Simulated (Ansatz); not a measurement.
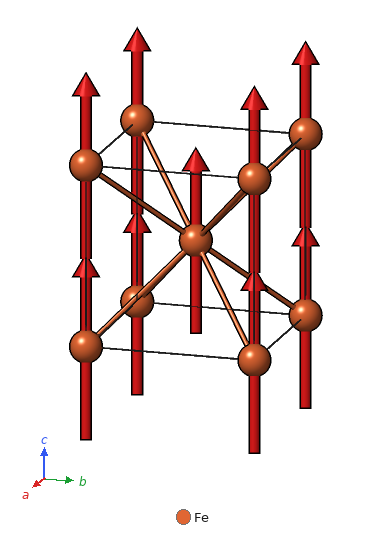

Shown here is a ball-and-stick view of the crystal, taken slightly off an axis. The simulation cell is drawn as a box. Arrows are the site magnetic moments above 0.25 μB; longer means larger, and red and blue are up and down (without spin-orbit coupling the axis itself is arbitrary).

This is the state reached for Fe. Results below were computed with Ansatz 0.2.0, DFT PBE, scalar-relativistic, plane waves, PAW; the settings were plane waves up to 420 eV, k-grid 14×14×14, Gaussian smearing of 0.1 eV, collinear spins.

Question: What do the arrows say about the order?

Answer: Ferromagnetic (within this cell). Site moments: 2 Fe +2.2 μB. The net spin moment of the whole cell is 4.3 μB.

Starting structure: a structure listed in the Materials Project. It was relaxed with DFT PBE, scalar-relativistic, plane waves, PAW in Ansatz 0.2.0 under a constraint or pressure on the cell, so some stress remains.

At this level of theory the cell isn't at rest (compressed, at 6 GPa), so its distances can differ from those at equilibrium, the more so the softer the solid, and its magnetic state may change on relaxation.
